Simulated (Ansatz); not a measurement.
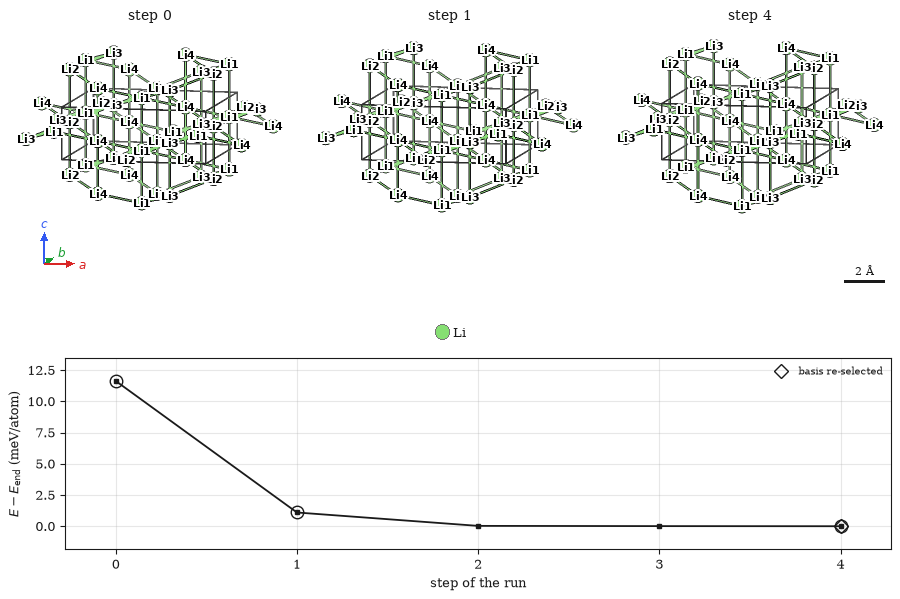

Frames of a relaxation of crystalline Li (a generated structure, set up in I4_1/amd), marked on the history of the run. Style: ball-and-stick. Shown: the conventional cell (2 times the calculation's cell), slightly off an axis. Lengths and directions refer to the drawn axes.

Level of theory: Ansatz 0.2.0, DFT PBE, scalar-relativistic, plane waves, PAW. (plane-wave cutoff 420 eV; k-point mesh 18 × 18 × 18; occupations gaussian; smearing width 0.1 eV; no spin polarisation; cell and atoms relaxed; force threshold 0.01 eV/Å; at most 80 steps)

What happens along the run?

Answer. After 3 accepted moves (4 points after the start) the energy has fallen by 11.6 meV per atom. All forces vanish by symmetry, so only the cell relaxes. Pressure: 1.17 GPa at the start and 0.00 GPa at the end. At 1 point the geometry stayed and the basis and grid were re-selected for the new cell (energy shift of less than 0.05 meV per atom at most each time). The atoms keep their places relative to the cell (all moves are under 0.005 Å). Cell: a = b 7.465 → 7.503 Å (+0.5 %), c 2.693 → 2.874 Å (+6.7 %). Volume +7.8 %. Some distances before and after: Li1–Li1 2.693 → 2.874 Å, Li1–Li3 2.724 → 2.748 Å. The space group stays I4_1/amd (No. 141). From step 0 to 1: volume +5.1 %, energy −10.5 meV per atom. From step 1 to 4: volume +2.6 %, energy −1.1 meV per atom.

```json
{"step": "0", "E − E(0), meV/atom": "0.00", "pressure, GPa": "1.17", "volume, Å³/atom": "18.760", "note": ""}
{"step": "1", "E − E(0), meV/atom": "-10.53", "pressure, GPa": "0.36", "volume, Å³/atom": "19.714", "note": ""}
{"step": "2", "E − E(0), meV/atom": "-11.60", "pressure, GPa": "0.06", "volume, Å³/atom": "20.143", "note": ""}
{"step": "3", "E − E(0), meV/atom": "-11.62", "pressure, GPa": "0.00", "volume, Å³/atom": "20.223", "note": ""}
{"step": "4", "E − E(0), meV/atom": "-11.63", "pressure, GPa": "0.00", "volume, Å³/atom": "20.223", "note": "same geometry, new basis"}
```
